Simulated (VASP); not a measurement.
## BN: single-point calculation

System: BN (2 atoms in the cell).
Method: DFT, plane waves, PAW, settings varied from a r2SCAN run (VASP 6.6.1).

The structure was built on a prototype by a generator. Some settings of this run were made unusual or wrong on purpose. The geometry comes from this level: r2SCAN (a point of a series of strains).

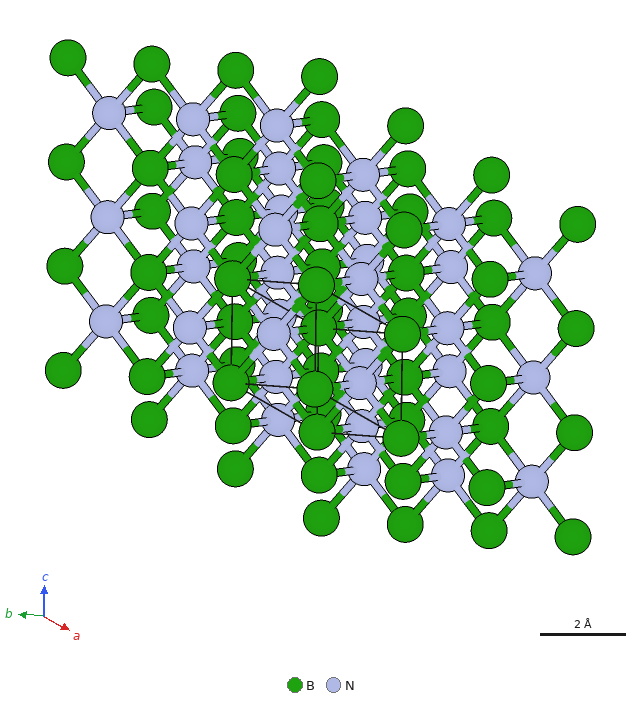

Figure 1. The structure as given in the input (ball-and-stick view of the reduced cell, repeated 3 × 3 × 3, seen at an oblique angle).

INCAR:
```
ENCUT = 520.000000
SIGMA = 0.010000
EDIFF = 1.00e-07
ALGO = Normal
METAGGA = R2SCAN
PREC = Accurate
IBRION = -1
ISIF = 2
ISMEAR = 0
NBANDS = 11
NSW = 0
LASPH = .TRUE.
LCHARG = .FALSE.
LWAVE = .FALSE.
LREAL = .FALSE.
NELM = 86
LDAU = .TRUE.
LDAUTYPE = 2
LDAUL = 2 2 2
LDAUU = 4 4 4
```

KPOINTS:
```
KPOINTS created by Atomic Simulation Environment
0
Gamma
12 12 12
0 0 0
```

POSCAR:
```
B  N
 1.0000000000000000
     0.0000000000000000    1.7786474624999999    1.7458259350000001
     1.7786474624999999    0.0000000000000000    1.7458259350000001
     1.7786474624999999    1.7786474624999999    0.0000000000000000
 B   N
   1   1
Cartesian
  0.0000000000000000  0.0000000000000000  0.0000000000000000
  1.7786474624999999  1.7786474624999999  1.7458259350000001
```

Machine: 1 CPU thread, shared host.

Run as:
```bash
mpirun -np 1 vasp_std
```

OSZICAR:
```
N       E                     dE             d eps       ncg     rms          rms(c)
DAV:   1     0.865867561610E+01    0.86587E+01   -0.51167E+03  3690   0.749E+02
DAV:   2    -0.181252129778E+02   -0.26784E+02   -0.25384E+02  4237   0.162E+02
DAV:   3    -0.186591820754E+02   -0.53397E+00   -0.53255E+00  4279   0.192E+01
DAV:   4    -0.186597877772E+02   -0.60570E-03   -0.60568E-03  3961   0.680E-01
DAV:   5    -0.186597881032E+02   -0.32593E-06   -0.32593E-06  4204   0.167E-02    0.610E+00
DAV:   6    -0.153437243624E+02    0.33161E+01   -0.28773E+00  3700   0.878E+00    0.263E+00
DAV:   7    -0.153950126312E+02   -0.51288E-01   -0.21858E-01  4078   0.342E+00    0.156E+00
DAV:   8    -0.154139029546E+02   -0.18890E-01   -0.28494E-02  3946   0.123E+00    0.325E-01
DAV:   9    -0.154129202765E+02    0.98268E-03   -0.74305E-03  4045   0.451E-01    0.648E-02
DAV:  10    -0.154129482498E+02   -0.27973E-04   -0.14465E-04  3982   0.116E-01    0.439E-02
DAV:  11    -0.154129602911E+02   -0.12041E-04   -0.15100E-04  3934   0.791E-02    0.307E-03
DAV:  12    -0.154129609997E+02   -0.70857E-06   -0.29335E-06  4162   0.174E-02    0.380E-03
DAV:  13    -0.154129612178E+02   -0.21819E-06   -0.11403E-07  3925   0.359E-03    0.106E-03
DAV:  14    -0.154129612310E+02   -0.13108E-07   -0.28701E-09  2069   0.577E-04
   1 F= -.15412961E+02 E0= -.15412961E+02  d E =-.112962E-36
```

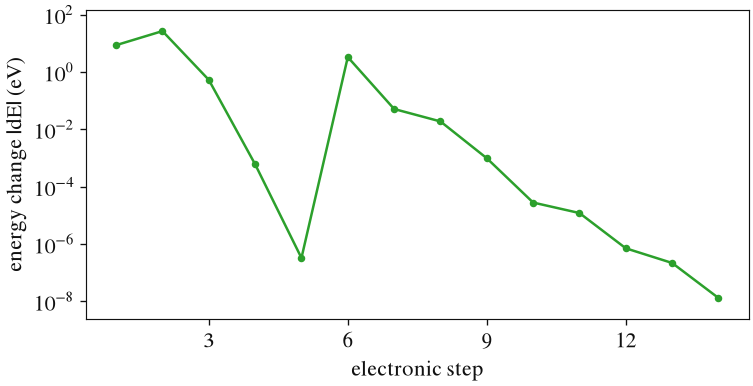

Figure 2. Convergence of the self-consistent field: energy change |dE| against the electronic step. It takes 14 electronic steps. The density is held fixed in the first few steps, and dE rises again when its update begins.

Parts of OUTCAR:
```
k-points           NKPTS =    163   k-points in BZ     NKDIM =    163   number of bands    NBANDS=     11

   NELECT =       8.0000    total number of electrons

   dimension x,y,z NGX =    20 NGY =   20 NGZ =   20
   dimension x,y,z NGXF=    40 NGYF=   40 NGZF=   40

  energy-cutoff  :      520.00
  volume of cell :       11.05
      direct lattice vectors                 reciprocal lattice vectors
     0.000000000  1.778647462  1.745825935    -0.281112480  0.281112480  0.286397395
     1.778647462  0.000000000  1.745825935     0.281112480 -0.281112480  0.286397395
     1.778647462  1.778647462  0.000000000     0.281112480  0.281112480 -0.286397395

 k-points in reciprocal lattice and weights: KPOINTS created by Atomic Simulation Env
   0.00000000  0.00000000  0.00000000       0.001
   0.08333333  0.00000000  0.00000000       0.005
   0.16666667  0.00000000  0.00000000       0.005
   0.25000000  0.00000000  0.00000000       0.005
   0.33333333  0.00000000  0.00000000       0.005
   0.41666667 -0.00000000  0.00000000       0.005
   0.50000000  0.00000000  0.00000000       0.002
   0.08333333  0.08333333  0.00000000       0.001
   0.16666667  0.08333333  0.00000000       0.005
   0.25000000  0.08333333  0.00000000       0.005
   0.33333333  0.08333333  0.00000000       0.005
   0.41666667  0.08333333  0.00000000       0.005
   0.50000000  0.08333333  0.00000000       0.005
  -0.41666667  0.08333333  0.00000000       0.005
  -0.33333333  0.08333333  0.00000000       0.005
  -0.25000000  0.08333333  0.00000000       0.005
  -0.16666667  0.08333333  0.00000000       0.005
  -0.08333333  0.08333333  0.00000000       0.002
   0.16666667  0.16666667  0.00000000       0.001
   0.25000000  0.16666667  0.00000000       0.005
   0.33333333  0.16666667  0.00000000       0.005
   0.41666667  0.16666667  0.00000000       0.005
   0.50000000  0.16666667  0.00000000       0.005
  -0.41666667  0.16666667  0.00000000       0.005
  -0.33333333  0.16666667  0.00000000       0.005
  -0.25000000  0.16666667  0.00000000       0.005
  -0.16666667  0.16666667  0.00000000       0.002
   0.25000000  0.25000000  0.00000000       0.001
   0.33333333  0.25000000  0.00000000       0.005
   0.41666667  0.25000000  0.00000000       0.005
   0.50000000  0.25000000  0.00000000       0.005
  -0.41666667  0.25000000  0.00000000       0.005
  -0.33333333  0.25000000  0.00000000       0.005
  -0.25000000  0.25000000  0.00000000       0.002
   0.33333333  0.33333333  0.00000000       0.001
   0.41666667  0.33333333  0.00000000       0.005
   0.50000000  0.33333333  0.00000000       0.005
  -0.41666667  0.33333333  0.00000000       0.005
  -0.33333333  0.33333333  0.00000000       0.002
   0.41666667  0.41666667  0.00000000       0.001
   0.50000000  0.41666667  0.00000000       0.005
  -0.41666667  0.41666667  0.00000000       0.002
   0.50000000  0.50000000  0.00000000       0.001
   0.08333333  0.00000000  0.08333333       0.002
   0.16666667 -0.00000000  0.08333333       0.009
   0.25000000  0.00000000  0.08333333       0.009
   0.33333333  0.00000000  0.08333333       0.009
   0.41666667  0.00000000  0.08333333       0.009
   0.50000000 -0.00000000  0.08333333       0.009
  -0.41666667 -0.00000000  0.08333333       0.009
  -0.33333333  0.00000000  0.08333333       0.009
  -0.25000000  0.00000000  0.08333333       0.009
  -0.16666667 -0.00000000  0.08333333       0.009
  -0.08333333 -0.00000000  0.08333333       0.005
   0.25000000  0.16666667  0.08333333       0.005
   0.33333333  0.16666667  0.08333333       0.009
   0.41666667  0.16666667  0.08333333       0.009
   0.50000000  0.16666667  0.08333333       0.009
  -0.41666667  0.16666667  0.08333333       0.009
  -0.33333333  0.16666667  0.08333333       0.009
  -0.25000000  0.16666667  0.08333333       0.009
  -0.16666667  0.16666667  0.08333333       0.009
  -0.08333333  0.16666667  0.08333333       0.005
   0.33333333  0.25000000  0.08333333       0.005
   0.41666667  0.25000000  0.08333333       0.009
   0.50000000  0.25000000  0.08333333       0.009
  -0.41666667  0.25000000  0.08333333       0.009
  -0.33333333  0.25000000  0.08333333       0.009
  -0.25000000  0.25000000  0.08333333       0.009
  -0.16666667  0.25000000  0.08333333       0.005
   0.41666667  0.33333333  0.08333333       0.005
   0.50000000  0.33333333  0.08333333       0.009
  -0.41666667  0.33333333  0.08333333       0.009
  -0.33333333  0.33333333  0.08333333       0.009
  -0.25000000  0.33333333  0.08333333       0.005
   0.50000000  0.41666667  0.08333333       0.005
  -0.41666667  0.41666667  0.08333333       0.009
  -0.33333333  0.41666667  0.08333333       0.005
  -0.41666667  0.50000000  0.08333333       0.002
   0.16666667  0.00000000  0.16666667       0.002
   0.25000000  0.00000000  0.16666667       0.009
   0.33333333  0.00000000  0.16666667       0.009
   0.41666667  0.00000000  0.16666667       0.009
   0.50000000  0.00000000  0.16666667       0.009
  -0.41666667  0.00000000  0.16666667       0.009
  -0.33333333 -0.00000000  0.16666667       0.009
  -0.25000000 -0.00000000  0.16666667       0.009
  -0.16666667  0.00000000  0.16666667       0.005
   0.25000000  0.08333333  0.16666667       0.005
   0.33333333  0.08333333  0.16666667       0.009
   0.41666667  0.08333333  0.16666667       0.009
   0.50000000  0.08333333  0.16666667       0.009
  -0.41666667  0.08333333  0.16666667       0.005
   0.41666667  0.25000000  0.16666667       0.005
   0.50000000  0.25000000  0.16666667       0.009
  -0.41666667  0.25000000  0.16666667       0.009
  -0.33333333  0.25000000  0.16666667       0.009
  -0.25000000  0.25000000  0.16666667       0.009
  -0.16666667  0.25000000  0.16666667       0.009
  -0.08333333  0.25000000  0.16666667       0.005
   0.50000000  0.33333333  0.16666667       0.005
  -0.41666667  0.33333333  0.16666667       0.009
  -0.33333333  0.33333333  0.16666667       0.009
  -0.25000000  0.33333333  0.16666667       0.009
  -0.16666667  0.33333333  0.16666667       0.005
  -0.41666667  0.41666667  0.16666667       0.005
  -0.33333333  0.41666667  0.16666667       0.009
  -0.25000000  0.41666667  0.16666667       0.005
  -0.33333333  0.50000000  0.16666667       0.002
   0.25000000  0.00000000  0.25000000       0.002
   0.33333333  0.00000000  0.25000000       0.009
   0.41666667  0.00000000  0.25000000       0.009
   0.50000000  0.00000000  0.25000000       0.009
  -0.41666667 -0.00000000  0.25000000       0.009
  -0.33333333  0.00000000  0.25000000       0.009
  -0.25000000 -0.00000000  0.25000000       0.005
   0.33333333  0.08333333  0.25000000       0.005
   0.41666667  0.08333333  0.25000000       0.009
   0.50000000  0.08333333  0.25000000       0.009
  -0.41666667  0.08333333  0.25000000       0.009
  -0.33333333  0.08333333  0.25000000       0.009
  -0.25000000  0.08333333  0.25000000       0.009
  -0.16666667  0.08333333  0.25000000       0.005
  -0.41666667  0.33333333  0.25000000       0.005
  -0.33333333  0.33333333  0.25000000       0.009
  -0.25000000  0.33333333  0.25000000       0.009
  -0.16666667  0.33333333  0.25000000       0.009
  -0.08333333  0.33333333  0.25000000       0.005
  -0.33333333  0.41666667  0.25000000       0.005
  -0.25000000  0.41666667  0.25000000       0.009
  -0.16666667  0.41666667  0.25000000       0.005
  -0.25000000  0.50000000  0.25000000       0.002
   0.33333333  0.00000000  0.33333333       0.002
   0.41666667 -0.00000000  0.33333333       0.009
   0.50000000  0.00000000  0.33333333       0.009
  -0.41666667  0.00000000  0.33333333       0.009
  -0.33333333  0.00000000  0.33333333       0.005
   0.41666667  0.08333333  0.33333333       0.005
   0.50000000  0.08333333  0.33333333       0.009
  -0.41666667  0.08333333  0.33333333       0.009
  -0.33333333  0.08333333  0.33333333       0.009
  -0.25000000  0.08333333  0.33333333       0.005
   0.50000000  0.16666667  0.33333333       0.005
  -0.41666667  0.16666667  0.33333333       0.009
  -0.33333333  0.16666667  0.33333333       0.005
  -0.25000000  0.41666667  0.33333333       0.005
  -0.16666667  0.41666667  0.33333333       0.009
  -0.08333333  0.41666667  0.33333333       0.005
  -0.16666667  0.50000000  0.33333333       0.002
   0.41666667  0.00000000  0.41666667       0.002
   0.50000000  0.00000000  0.41666667       0.009
  -0.41666667  0.00000000  0.41666667       0.005
   0.50000000  0.08333333  0.41666667       0.005
  -0.41666667  0.08333333  0.41666667       0.009
  -0.33333333  0.08333333  0.41666667       0.005
  -0.41666667  0.16666667  0.41666667       0.005
  -0.33333333  0.16666667  0.41666667       0.009
  -0.25000000  0.16666667  0.41666667       0.005
  -0.08333333  0.50000000  0.41666667       0.002
   0.50000000  0.00000000  0.50000000       0.001
  -0.41666667  0.08333333  0.50000000       0.002
  -0.33333333  0.16666667  0.50000000       0.002
  -0.25000000  0.25000000  0.50000000       0.001

 E-fermi :   9.9409

 k-point     1 :       0.0000    0.0000    0.0000
  band No.  band energies     occupation
      1     -13.3520      2.00000
      2       8.6483      2.00000
      3       9.0897      2.00000
      4       9.0897      2.00000
      5      18.8639      0.00000
      6      22.2688      0.00000
      7      22.2688      0.00000
      8      23.2901      0.00000
      9      28.9441      0.00000
     10      28.9441      0.00000
     11      29.2461      0.00000

 k-point     2 :       0.0833    0.0000    0.0000
  band No.  band energies     occupation
      1     -13.1533      2.00000
      2       8.0048      2.00000
      3       8.8464      2.00000
      4       9.0598      2.00000
      5      19.1677      0.00000
      6      21.5805      0.00000
      7      21.8588      0.00000
      8      22.7864      0.00000
      9      28.5811      0.00000
     10      29.4656      0.00000
     11      29.6450      0.00000

 k-point     3 :       0.1667    0.0000    0.0000
  band No.  band energies     occupation
      1     -12.5627      2.00000
      2       5.8838      2.00000
      3       8.8149      2.00000
      4       8.9967      2.00000
      5      19.3061      0.00000
      6      20.0118      0.00000
      7      20.5545      0.00000
      8      22.4225      0.00000
      9      28.4340      0.00000
     10      30.9357      0.00000
     11      31.0344      0.00000

 k-point     4 :       0.2500    0.0000    0.0000
  band No.  band energies     occupation
      1     -11.6015      2.00000
      2       3.1952      2.00000
      3       8.8663      2.00000
      4       8.9563      2.00000
      5      18.2719      0.00000
      6      18.4555      0.00000
      7      19.0608      0.00000
      8      22.8995      0.00000
      9      29.1974      0.00000
     10      33.2237      0.00000
     11      33.2305      0.00000

 k-point     5 :       0.3333    0.0000    0.0000
  band No.  band energies     occupation
      1     -10.3295      2.00000
      2       0.4698      2.00000
      3       8.9759      2.00000
      4       8.9903      2.00000
      5      16.7708      0.00000
      6      17.0507      0.00000
      7      18.1703      0.00000
      8      23.4428      0.00000
      9      30.7245      0.00000
     10      36.1261      0.00000
     11      36.2098      0.00000

 [... the levels of 157 k-points are left out ...]

 k-point   163 :      -0.2500    0.2500    0.5000
  band No.  band energies     occupation
      1      -5.4406      2.00000
      2       0.4312      2.00000
      3       0.4312      2.00000
      4       2.4504      2.00000
      5      17.3683      0.00000
      6      18.3637      0.00000
      7      24.7379      0.00000
      8      24.7379      0.00000
      9      30.9089      0.00000
     10      30.9089      0.00000
     11      49.2785      0.00000

  Total       -0.9749328     -0.9749328     -0.7866387      0.0000000     -0.0000000      0.0000000
  in kB     -141.4081969   -141.4081969   -114.0972539      0.0000000     -0.0000000      0.0000000
  external PRESSURE =    -132.3045493 kB  Pullay stress =       0.0000000 kB

 POSITION                                       TOTAL-FORCE (eV/Angst)
 -----------------------------------------------------------------------------------
      0.00000      0.00000      0.00000         0.000000     -0.000000      0.000000
      1.77865      1.77865      1.74583        -0.000000      0.000000     -0.000000
 -----------------------------------------------------------------------------------
    total drift:                                0.000000      0.000000      0.000000

  FREE ENERGIE OF THE ION-ELECTRON SYSTEM (eV)
  ---------------------------------------------------
  free  energy   TOTEN  =       -15.4129612310 eV

  energy  without entropy=      -15.4129612310  energy(sigma->0) =      -15.41296123
```

Outcome:

| quantity | value |
| --- | --- |
| outcome | converged |
| space group (tolerance 0.01 Å) | I4/mmm (139) |
| electrons treated | 8 |
| free energy | −15.4130 eV |
| Fermi energy | 9.941 eV |
| band gap | 0.76 eV |
| pressure | −13.23 GPa |
| largest force (length of the vector) | under 0.001 eV/Å |
| wall time | 36 s |
| peak memory | 0.14 GiB |

Diagnosis:

Some settings of this run were drawn to be unusual or wrong (NELM = 86; LDAU = .TRUE.; LDAUTYPE = 2; LDAUL = 2 2 2; LDAUU = 4 4 4). It converged; results that depend on the unusual settings are not reference values.
